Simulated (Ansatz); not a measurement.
Input structure:

```
Cu O
1.0
     4.06402    0.00000    0.00000
     0.00000    4.06402    0.00000
    -2.03201   -2.03201    3.71368
Cu O
3 2
Direct
  0.23790 0.23001 0.44862
  0.73790 0.73001 0.44862
  0.48790 0.98001 0.94862
  0.00000 0.00000 0.00000
  0.50000 0.50000 0.00000
```

Question: Give a crystallographic description of this input.

Answer: Chemical formula Cu₃O₂. Its symmetry is the lowest possible, P1. Atoms per cell: 5 (3 Cu, 2 O).

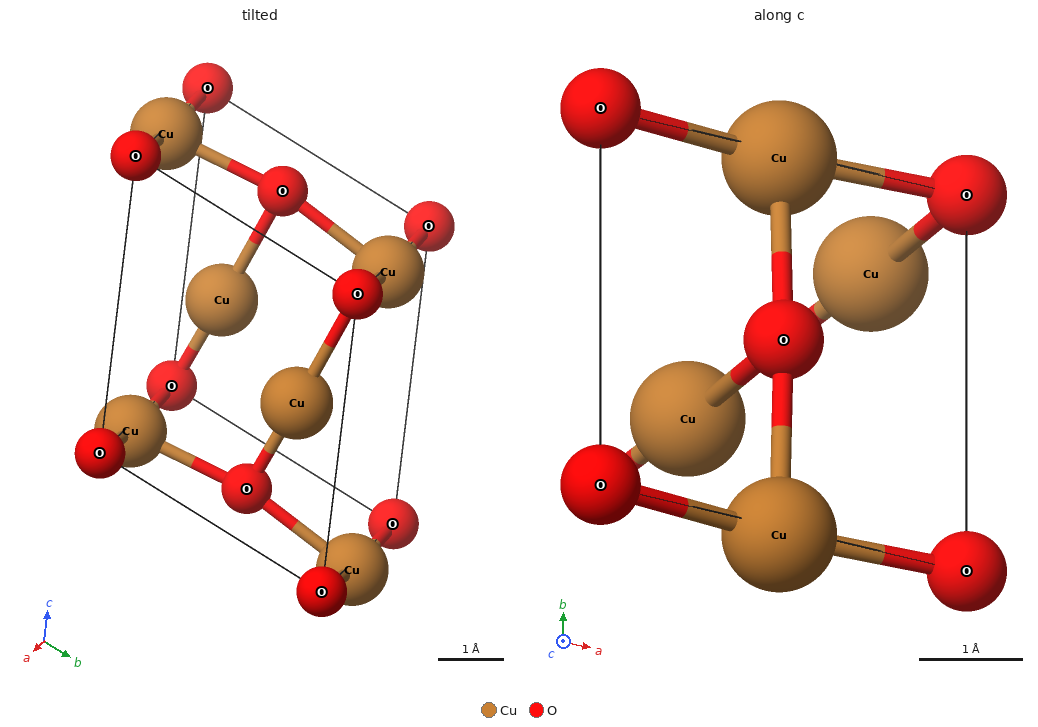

The figure gives a ball-and-stick picture of the atoms, viewed slightly off an axis and along the c axis. The edges of the unit cell are marked. Colours: copper orange, oxygen red.

The cell started as a structure listed in the Materials Project. The cell was then strained or its atoms displaced on purpose. It was run through Ansatz as a DFT input.

At this level of theory the run's own cell isn't at rest (compressed, at 7 GPa and forces up to 5.0 eV/Å), so its distances can differ from those at equilibrium, the more so the softer the solid.
